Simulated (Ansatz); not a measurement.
## Electronic structure of Al in real space

Input file:

```
crystal:
  lattice:
    - [-2.8144222649, 0.0, 0.0]
    - [-1.4072111325, -2.4373611784, 0.0]
    - [-1.4072111325, -0.8124537261, 18.4820941423]
  atoms:
    - { symbol: Al, position: [0.9791666667, 0.9791666667, 0.0625] }
    - { symbol: Al, position: [0.8125, 0.8125, 0.5625] }
    - { symbol: Al, position: [0.1041666667, 0.1041666667, 0.6875] }
    - { symbol: Al, position: [0.2708333333, 0.2708333333, 0.1875] }
    - { symbol: Al, position: [-0.2708333333, -0.2708333333, 0.8125] }
    - { symbol: Al, position: [-0.1041666667, -0.1041666667, 0.3125] }
    - { symbol: Al, position: [0.3541666667, 0.3541666667, 0.9375] }
    - { symbol: Al, position: [0.5208333333, 0.5208333333, 0.4375] }
basis:
  ecutwfc: 420
kpoints:
  mp_grid: { grid: [16, 16, 2] }
hamiltonian:
  xc: pbe
  pseudopotentials: { kind: paw, azcp: { folder: soft_1 } }
  dispersion: d3bj
scf:
  occupations: { method: gaussian, width: 0.15 }
output:
  forces: true
  stress: true
  eigenvalues: true
  write_density: true
  write_potential: true
  elf: true
  volumetric_format: npy
```

Run with:

```sh
ansatz run input.yaml --threads 2 --pin off --max-ram 4096MiB --backend cpu --events-out ev --progress --plain --runs-dir out
```

Below, planes, directions and counts refer to the conventional cell (a = 2.81 Å, b = 2.81 Å, c = 55.45 Å, α = 90.00°, β = 90.00°, γ = 120.00°).

Space group R3m; a point of a scan over the structure, not its minimum; a structure from a database of computed crystals, not necessarily the ambient phase; PAW files of the earlier set (soft_1).

Theory: DFT PBE+D3(BJ), scalar-relativistic, plane waves, PAW (Ansatz).

In a PAW calculation such maps are meaningful between the atoms, not at the nuclei.

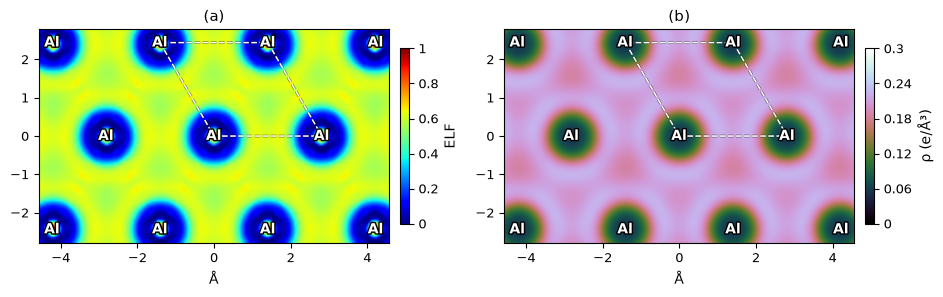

Figure 1. (a) electron localisation function; (b) valence pseudo-density on the (001) plane of the conventional cell.

Question: What does the map show?

Answer: The section cuts through Al sites.
Al–Al (2.81 Å): the density is about 0.21 e/Å³ at the midpoint; the ELF peaks at about 0.65 between the atoms.
Between the atoms the lowest density in this plane is 0.19 e/Å³.

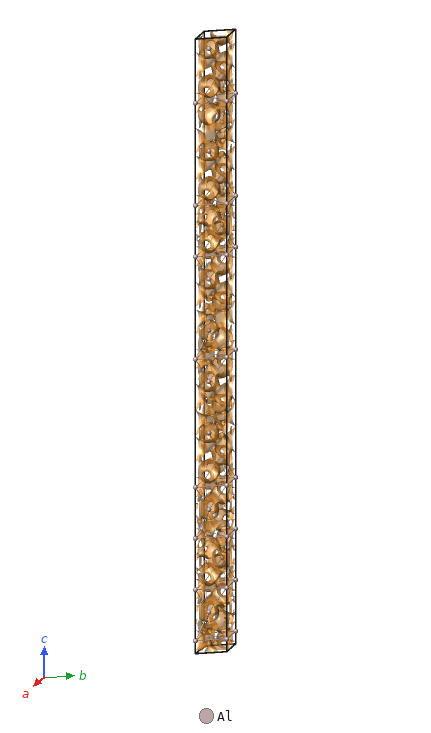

Figure 2. Isosurface of the ELF at 0.55 (orange), seen slightly off an axis. Core shells and regions of very low density are left out. Sticks mark near contacts.

Question: Describe the localisation domains.

Answer: The ELF exceeds this value in one network that runs through the whole crystal, counted in one cell of 24 atoms. Any copies at cell faces, edges or corners count once. There are no localised bonds or lone pairs at this value.

Question: Does the calculation make it a metal, or give it a gap?

Answer: It is gapless in this calculation (a metal or semimetal).
